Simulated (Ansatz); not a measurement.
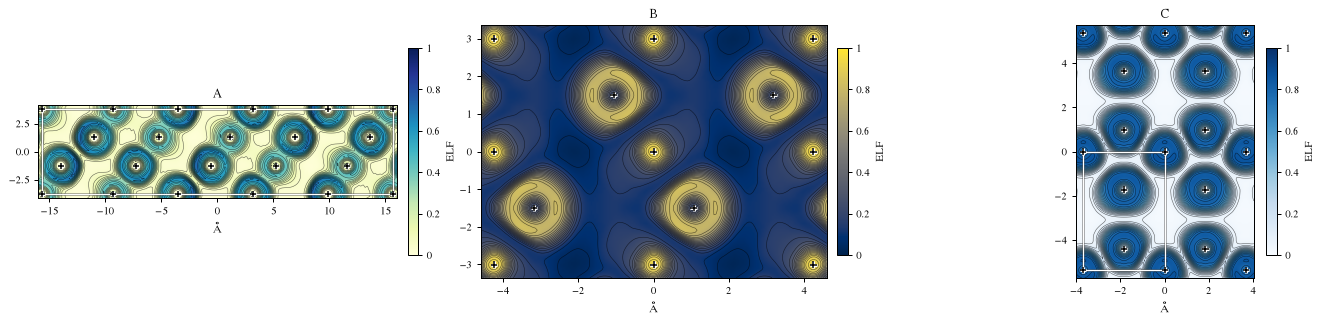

The ELF of 3 systems, each on a plane through atoms (crosses mark nuclei in the plane).

All numbers below come from Ansatz, DFT, PBE, plane waves, PAW.

System 1: HfO$_{2}$, the (010) plane of the conventional cell. Space group P4₂/nmc; a structure from a database of computed crystals, not necessarily the ambient phase; started from the database structure prototype, which need not be the ambient phase; changed on purpose from its base cell (hydrostatic strain +3.0%); computed pressure about −9 GPa in this cell.

```
CELL_PARAMETERS angstrom
3.68399 0.00000 0.00000
0.00000 3.68399 0.00000
0.00000 0.00000 5.35829
ATOMIC_POSITIONS crystal
Hf 0.50000 0.50000 0.50000
Hf 0.00000 0.00000 0.00000
O 0.00000 0.50000 0.67947
O 0.50000 0.00000 0.82053
O 0.50000 0.00000 0.32053
O 0.00000 0.50000 0.17947
```

System 2: Bi$_{2}$Te$_{3}$, the (110) plane of the conventional cell. Space group R-3m; started from the tetradymite prototype, which need not be the ambient phase.

```
Bi Te
1.0
     4.39145    0.00000    0.00000
    -2.19573    3.80311    0.00000
     0.00000    0.00000   31.36063
Bi Te
6 9
Cartesian
  0.0000 2.5354 2.0394
  0.0000 0.0000 12.4928
  2.1957 1.2677 22.9463
  0.0000 2.5354 8.4144
  0.0000 0.0000 18.8678
  2.1957 1.2677 29.3213
  0.0000 0.0000 6.6983
  2.1957 1.2677 17.1521
  0.0000 2.5354 27.6055
  2.1957 1.2677 3.7551
  0.0000 2.5354 14.2086
  0.0000 0.0000 24.6623
  0.0000 0.0000 0.0000
  2.1957 1.2677 10.4534
  0.0000 2.5354 20.9072
```

System 3: Cu$_{2}$O, the (11̄0) plane of the conventional cell. Space group Pn-3m; a structure from a database of computed crystals, not necessarily the ambient phase; started from the database structure prototype, which need not be the ambient phase; computed pressure about 4 GPa in this cell; computed without spin polarisation.

```xyz
6
Lattice="4.2461 0.0000 0.0000 0.0000 4.2461 0.0000 0.0000 0.0000 4.2461" Properties=species:S:1:pos:R:3 pbc="T T T"
Cu    1.0615    1.0615    3.1846
Cu    3.1846    1.0615    1.0615
Cu    1.0615    3.1846    1.0615
Cu    3.1846    3.1846    3.1846
O     2.1230    2.1230    2.1230
O     0.0000    0.0000    0.0000
```

Q: Match each panel to its system.

A: Panel A is system 2, Bi$_{2}$Te$_{3}$: the plane holds Bi and Te. Bi–Te (3.06 Å): the ELF peaks at about 0.65 in the valence shell of Te, 1.3 Å from its nucleus, and drops to about 0.35 between the two atoms. Panel B is system 3, Cu$_{2}$O: the plane holds Cu and O. Cu–O (1.84 Å): the ELF peaks at about 0.85 in the valence shell of O, 0.6 Å from its nucleus, and is about 0.25 at the midpoint (no localised pair shows between them). Panel C is system 1, HfO$_{2}$: the plane holds Hf and O. Hf–O (2.08 Å): the ELF peaks at about 0.85 in the valence shell of O, 0.6 Å from its nucleus, and drops to about 0.20 between the two atoms; no shared electron pair shows on this line.
